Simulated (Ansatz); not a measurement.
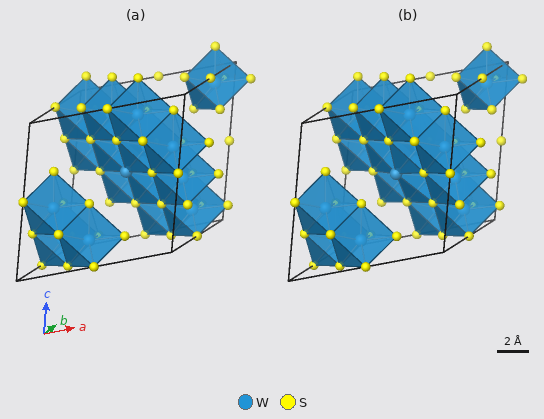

The structure of a defect cell of composition W17S31 before (left) and after (right) a relaxation, at one scale.

The picture is a polyhedral view of the cell of the calculation (origin shifted), seen slightly off an axis.

Case: W on a S site (a), charge +0, atoms relaxed at the host's cell.

Theory: DFT PBE, scalar-relativistic, plane waves, PAW (Ansatz 0.2.0). Settings: plane-wave cutoff 420 eV; k-point mesh 2 × 2 × 2; occupations gaussian; smearing width 0.01 eV; mesh shifted by (0.5, 0.5, 0.5); no spin polarisation; atoms relaxed in a fixed cell; force threshold 0.025 eV/Å; at most 45 steps.

Q: Summarise the run.

A: A W atom moves most: 0.22 Å along [−1 −1 −1]. Largest moves by element: W 0.22 Å, S 0.12 Å. The cell stays as it was. Among the contacts that change: W–W 2.420 → 2.583 Å, W–W 3.188 → 3.110 Å, S–W 2.420 → 2.452 Å, W–W 3.188 → 3.218 Å. Among the angles between lasting bonds that change: W–W–W 82.4° → 74.0°, W–W–S 81.0° → 88.1°, W–W–S 82.4° → 76.9°. Over 5 accepted moves (6 points after the start) the energy falls by 0.627 eV per cell of the calculation. Largest force component: 4.1 eV/Å at the start, 0.018 eV/Å at the end. 1 step only repeated the SCF at the same geometry. The run took 2 min on 4 threads of Intel(R) Xeon(R) Platinum 8559C (Emerald Rapids), with other jobs on the host, peak memory 2.8 GiB.
